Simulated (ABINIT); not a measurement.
Phonon calculation of TiAl (part 1 of 2)

System: TiAl (P-6m2, 2 atoms in the cell).
Method: Kohn-Sham DFT of a periodic cell, PBE, JTH PAW PBE v2.0, no spin polarisation (ABINIT 10.8.3).

The structure derives from a Materials Project entry.

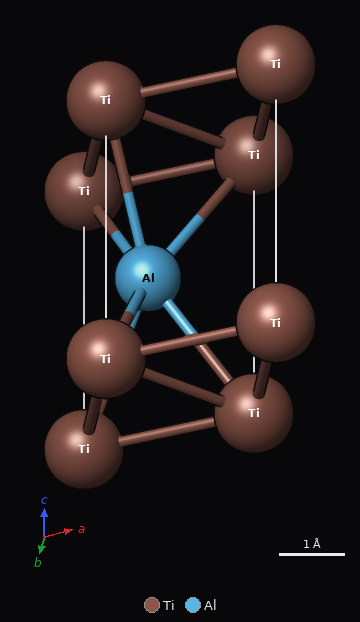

*The structure as given in the input (ball-and-stick view of the cell of the calculation, seen at an oblique angle).*

## Input
```
# Datasets
ndtset 2

# Pseudopotentials
pp_dirpath "./"
pseudos "Ti.GGA_PBE-JTH.xml, Al.GGA_PBE-JTH.xml"

# Structure
acell 3*1.0 Angstrom
rprim
     2.8874361800     0.0000000000     0.0000000000
    -1.4437180900     2.5005930900     0.0000000000
     0.0000000000     0.0000000000     4.6391452800
ntypat 2
znucl 22 13
natom 2
typat 1 2
chkprim 0
chksymtnons 0
tolsym 1.0e-6
xred
            0.0            0.0            0.0
            1/3            2/3            1/2

# Plane-wave basis
ecut 408.170794 eV
pawecutdg 30.0
pawxcdev 0
ecutsm 0.5

# k points
ngkpt 12 12 8
nshiftk 1
shiftk 0.0 0.0 0.0

# Exchange and correlation
ixc 11

# Bands and occupations
nband 16
occopt 3
tsmear 0.1 eV

# SCF cycle
nstep 80

# Output
prteig 0
prtebands 0
prtwf 0
prtden 0
prtpot 0

# Dataset 1: ground state
kptopt1 1
tolvrs1 1.0e-11
prtwf1 1
tolwfr1 1.0e-14
nbdbuf1 4
nline1 6

# Dataset 2: response at q = 0 to atomic displacements
rfphon2 1
rfatpol2 1 2
rfdir2 1 1 1
getwfk2 1
kptopt2 2
nqpt2 1
qpt2 0.0 0.0 0.0
tolvrs2 1.0e-8
```

## File mrgddb.in
```
merged_DDB
TiAl
2
runo_DS1_DDB
runo_DS2_DDB
```

## File anaddb.abi
```
ddb_filepath "merged_DDB"
output_file "anaddb.abo"
outdata_prefix "ana"
asr 1
chneut 0
dipdip 0
dieflag 0
enunit 0
eivec 1
nph1l 1
qph1l 0.0 0.0 0.0 1.0
```

Hardware: 1 thread of Intel Xeon @ 2.90GHz (Ice Lake), 32 GiB of memory available, shared host.

Command:
```bash
abinit run.abi > log 2>&1
mrgddb < mrgddb.in > mrgddb.log 2>&1
anaddb anaddb.abi > anaddb.log 2>&1
```

## Log
```
.Version 10.8.3 of ABINIT
 DATASET    1 : space group P-6 m 2 (#187); Bravais hP (primitive hexag.)
================================================================================
 Values of the parameters that define the memory need for DATASET  1.
     intxc =       0    ionmov =       0      iscf =      17    lmnmax =      18
     lnmax =       6     mgfft =      32  mpssoang =       3    mqgrid =    3001
     natom =       2  nloc_mem =       2    nspden =       1   nspinor =       1
    nsppol =       1      nsym =      12    n1xccc =       1    ntypat =       2
    occopt =       3   xclevel =       2
       mpw =         646          nfft =       12800          nkpt =          95
 PAW method is used; the additional fine FFT grid is defined by:
   mgfftf=        45    nfftf =     40500
================================================================================
================================================================================

 DATASET    2 : space group P-6 m 2 (#187); Bravais hP (primitive hexag.)
================================================================================
 Values of the parameters that define the memory need for DATASET  2 (RF).
     intxc =       0      iscf =       7    lmnmax =      18     lnmax =       6
     mgfft =      32  mpssoang =       3    mqgrid =    3001     natom =       2
  nloc_mem =       2    nspden =       1   nspinor =       1    nsppol =       1
      nsym =      12    n1xccc =       1    ntypat =       2    occopt =       3
   xclevel =       2
      nfft =       12800          nkpt =         580
================================================================================
================================================================================

--------------------------------------------------------------------------------
------------- Echo of variables that govern the present computation ------------
--------------------------------------------------------------------------------
 -outvars: echo values of preprocessed input variables --------
            acell      1.8897261259E+00  1.8897261259E+00  1.8897261259E+00 Bohr
              amu      4.78800000E+01  2.69815390E+01
          chkprim           0
      chksymtnons           0
             ecut      1.50000000E+01 Hartree
           ecutsm      5.00000000E-01 Hartree
           getwfk1          0
           getwfk2          1
             iscf1         17
             iscf2          7
                       outvar_i_n : Printing only first  50 k-points.
              ixc          11
           jdtset        1    2
                       outvar_i_n : Printing only first  50 k-points.
           kptopt1          1
           kptopt2          2
         kptrlatt       12    0    0      0   12    0      0    0    8
          kptrlen      6.54775630E+01
            natom           2
            nband1         16
            nband2         16
           nbdbuf1          4
           nbdbuf2          2
           ndtset           2
            ngfft          20      20      32
          ngfftdg          30      30      45
             nkpt1         95
             nkpt2        580
            nline1          6
            nline2          4
             nqpt1          0
             nqpt2          1
            nstep          80
             nsym          12
           ntypat           2
                       prtocc : prtvol=0, do not print more k-points.
                       prtocc : prtvol=0, do not print more k-points.
           occopt           3
        optdriver1          0
        optdriver2          1
        pawecutdg      3.00000000E+01 Hartree
         pawxcdev           0
           prtden           0
        prtebands           0
           prteig           0
            prtwf1          1
            prtwf2          0
           rfphon1          0
           rfphon2          1
            rprim      2.8874361800E+00  0.0000000000E+00  0.0000000000E+00
                      -1.4437180900E+00  2.5005930900E+00  0.0000000000E+00
                       0.0000000000E+00  0.0000000000E+00  4.6391452800E+00
          spgroup         187
           tolsym      1.00000000E-06
           tolvrs1     1.00000000E-11
           tolvrs2     1.00000000E-08
           tolwfr1     1.00000000E-14
           tolwfr2     0.00000000E+00
           tsmear      3.67493222E-03 Hartree
            typat      1  2
           useylm           1
                       outvars : Printing only first  50 k-points.
           xangst      0.0000000000E+00  0.0000000000E+00  0.0000000000E+00
                      -5.7045282411E-17  1.6670620600E+00  2.3195726400E+00
            xcart      0.0000000000E+00  0.0000000000E+00  0.0000000000E+00
                      -1.0779996053E-16  3.1502907283E+00  4.3833570187E+00
             xred      0.0000000000E+00  0.0000000000E+00  0.0000000000E+00
                       3.3333333333E-01  6.6666666667E-01  5.0000000000E-01
            znucl       22.00000   13.00000

================================================================================

 chkinp: Checking input parameters for consistency, jdtset=   1.

 chkinp: Checking input parameters for consistency, jdtset=   2.

================================================================================
== DATASET  1 ==================================================================

--- !DatasetInfo
iteration_state: {dtset: 1, }
dimensions: {natom: 2, nkpt: 95, mband: 16, nsppol: 1, nspinor: 1, nspden: 1, mpw: 646, }
cutoff_energies: {ecut:  15.0, pawecutdg:  30.0, }
electrons: {nelect:   1.50000000E+01, charge:   0.00000000E+00, occopt:   3.00000000E+00, tsmear:   3.67493222E-03, }
meta: {optdriver: 0, ionmov: 0, optcell: 0, iscf: 17, paral_kgb: 0, }
...

 Exchange-correlation functional for the present dataset will be:
  GGA: Perdew-Burke-Ernzerhof functional - ixc=11
  J.P.Perdew, K.Burke, M.Ernzerhof, PRL 77, 3865 (1996)

 Real(R)+Recip(G) space primitive vectors, cartesian coordinates (Bohr,Bohr^-1):
 R(1)=  5.4564636  0.0000000  0.0000000  G(1)=  0.1832689  0.1058103  0.0000000
 R(2)= -2.7282318  4.7254361  0.0000000  G(2)=  0.0000000  0.2116207  0.0000000
 R(3)=  0.0000000  0.0000000  8.7667140  G(3)=  0.0000000  0.0000000  0.1140678
 Unit cell volume ucvol=  2.2604244E+02 bohr^3
 Angles (23,13,12)=  9.00000000E+01  9.00000000E+01  1.20000000E+02 degrees

 Coarse grid specifications (used for wave-functions):

 getcut: wavevector=  0.0000  0.0000  0.0000  ngfft=  20  20  32
         ecut(hartree)=     15.000   => boxcut(ratio)=   2.09364

 Fine grid specifications (used for densities):

 getcut: wavevector=  0.0000  0.0000  0.0000  ngfft=  30  30  45
         ecut(hartree)=     30.000   => boxcut(ratio)=   2.03559

--- Pseudopotential description ------------------------------------------------
- pspini: atom type   1  psp file is ./Ti.GGA_PBE-JTH.xml
 Pseudopotential format is: paw10
 basis_size (lnmax)=  6 (lmn_size= 18), orbitals=   0   0   1   1   2   2
 Spheres core radius: rc_sph= 2.30802695
 Shapefunction is BESSEL type: shapef(r,l)=aa(1,l)*jl(q(1,l)*r)+aa(2,l)*jl(q(2,l)*r)
 Radius for shape functions =  2.01037111
 Compensation charge density is not taken into account in XC energy/potential

- pspini: atom type   2  psp file is ./Al.GGA_PBE-JTH.xml
 Pseudopotential format is: paw10
 basis_size (lnmax)=  4 (lmn_size=  8), orbitals=   0   0   1   1
 Spheres core radius: rc_sph= 1.90363307
 Shapefunction is SIN type: shapef(r)=[sin(pi*r/rshp)/(pi*r/rshp)]**2
 Radius for shape functions =  1.60786206
 Compensation charge density is not taken into account in XC energy/potential

   3.27651119E+02                                ecore*ucvol(ha*bohr**3)
--------------------------------------------------------------------------------

================================================================================

--- !BeginCycle
iteration_state: {dtset: 1, }
solver: {iscf: 17, nstep: 80, nline: 6, wfoptalg: 10, }
tolerances: {tolwfr: 1.00E-14, tolvrs: 1.00E-11, }
...

     iter   Etot(hartree)      deltaE(h)  residm     nres2
 ETOT  1  -59.959312433974    -5.996E+01 3.945E+00 6.930E+00
 ETOT  2  -60.782147823578    -8.228E-01 1.826E-03 6.610E-01
 ETOT  3  -60.775663140351     6.485E-03 1.261E-03 2.290E-01
 ETOT  4  -60.774987530402     6.756E-04 3.961E-04 3.372E-02
 ETOT  5  -60.774877857695     1.097E-04 3.947E-05 9.377E-04
 ETOT  6  -60.774879479406    -1.622E-06 2.101E-07 2.587E-04
 ETOT  7  -60.774878532349     9.471E-07 1.354E-07 8.039E-06
 ETOT  8  -60.774878508759     2.359E-08 6.527E-09 1.884E-07
 ETOT  9  -60.774878508967    -2.078E-10 2.169E-10 3.809E-08
 ETOT 10  -60.774878508897     6.994E-11 9.773E-12 2.793E-10
 ETOT 11  -60.774878508900    -2.750E-12 1.176E-13 2.777E-11
 ETOT 12  -60.774878508900    -2.487E-13 9.993E-15 3.307E-12

 At SCF step   12  max residual=  9.99E-15 < tolwfr=  1.00E-14 AND nres2   =  3.31E-12 < tolvrs=  1.00E-11 =>converged.

 Cartesian components of stress tensor (hartree/bohr^3)
  sigma(1 1)= -2.87634016E-06  sigma(3 2)=  0.00000000E+00
  sigma(2 2)= -2.87637253E-06  sigma(3 1)=  0.00000000E+00
  sigma(3 3)= -2.57136415E-06  sigma(2 1)=  0.00000000E+00

--- !ResultsGS
iteration_state: {dtset: 1, }
comment   : Summary of ground state results
lattice_vectors:
- [  5.4564636,   0.0000000,   0.0000000, ]
- [ -2.7282318,   4.7254361,   0.0000000, ]
- [  0.0000000,   0.0000000,   8.7667140, ]
lattice_lengths: [   5.45646,    5.45646,    8.76671, ]
lattice_angles: [ 90.000,  90.000, 120.000, ] # degrees, (23, 13, 12)
lattice_volume:   2.2604244E+02
convergence: {deltae: -2.487E-13, res2:  3.307E-12, residm:  9.993E-15, diffor: null, }
etotal    :  -6.07748785E+01
entropy   :   0.00000000E+00
fermie    :   2.89700907E-01
cartesian_stress_tensor: # hartree/bohr^3
- [ -2.87634016E-06,   0.00000000E+00,   0.00000000E+00, ]
- [  0.00000000E+00,  -2.87637253E-06,   0.00000000E+00, ]
- [  0.00000000E+00,   0.00000000E+00,  -2.57136415E-06, ]
pressure_GPa:   8.1634E-02
xred      :
- [  0.0000E+00,   0.0000E+00,   0.0000E+00, Ti]
- [  3.3333E-01,   6.6667E-01,   5.0000E-01, Al]
cartesian_forces: # hartree/bohr
- [  3.15825977E-27,   1.82342212E-27,  -0.00000000E+00, ]
- [ -3.15825977E-27,  -1.82342212E-27,  -0.00000000E+00, ]
force_length_stats: {min:   3.64684425E-27, max:   3.64684425E-27, mean:   3.64684425E-27, }
...

 Integrated electronic density in atomic spheres:
 ------------------------------------------------
 Atom  Sphere_radius  Integrated_density
    1        2.30803         10.15224976
    2        1.90363          0.75467693

================================================================================

 ----iterations are completed or convergence reached----

 Mean square residual over all n,k,spin=   50.488E-16; max=  99.929E-16
 reduced coordinates (array xred) for    2 atoms
       0.000000000000      0.000000000000      0.000000000000
       0.333333333333      0.666666666667      0.500000000000
 rms dE/dt=  1.4071E-26; max dE/dt=  3.4466E-26; dE/dt below (all hartree)
    1       0.000000000000      0.000000000000      0.000000000000
    2       0.000000000000      0.000000000000      0.000000000000

 cartesian coordinates (angstrom) at end:
    1      0.00000000000000     0.00000000000000     0.00000000000000
    2     -0.00000000000000     1.66706206000000     2.31957264000000

 cartesian forces (hartree/bohr) at end:
    1      0.00000000000000     0.00000000000000    -0.00000000000000
    2     -0.00000000000000    -0.00000000000000    -0.00000000000000
 frms,max,avg= 2.1055065E-27 3.1582598E-27   0.000E+00  0.000E+00  0.000E+00 h/b

 cartesian forces (eV/Angstrom) at end:
    1      0.00000000000000     0.00000000000000    -0.00000000000000
    2     -0.00000000000000    -0.00000000000000    -0.00000000000000
 frms,max,avg= 1.0826950E-25 1.6240425E-25   0.000E+00  0.000E+00  0.000E+00 e/A
 length scales=  1.889726125908  1.889726125908  1.889726125908 bohr
              =  1.000000000000  1.000000000000  1.000000000000 angstroms
 Fermi (or HOMO) energy (hartree) =   0.28970   Average Vxc (hartree)=  -0.38639
 Eigenvalues (hartree) for nkpt=  95  k points:
 kpt#   1, nband= 16, wtk=  0.00087, kpt=  0.0000  0.0000  0.0000 (reduced coord)
  -1.78748   -0.91754   -0.90293   -0.90293   -0.03713    0.20726    0.22631    0.33569
   0.33569    0.38901    0.38901    0.43832    0.75583    0.75583    0.78061    0.78061
      occupation numbers for kpt#   1
   2.00000    2.00000    2.00000    2.00000    2.00000    2.00000    2.00000    0.00001
   0.00001    0.00000    0.00000    0.00000    0.00000    0.00000    0.00000    0.00000
 prteigrs : prtvol=0 or 1, do not print more k-points.
```
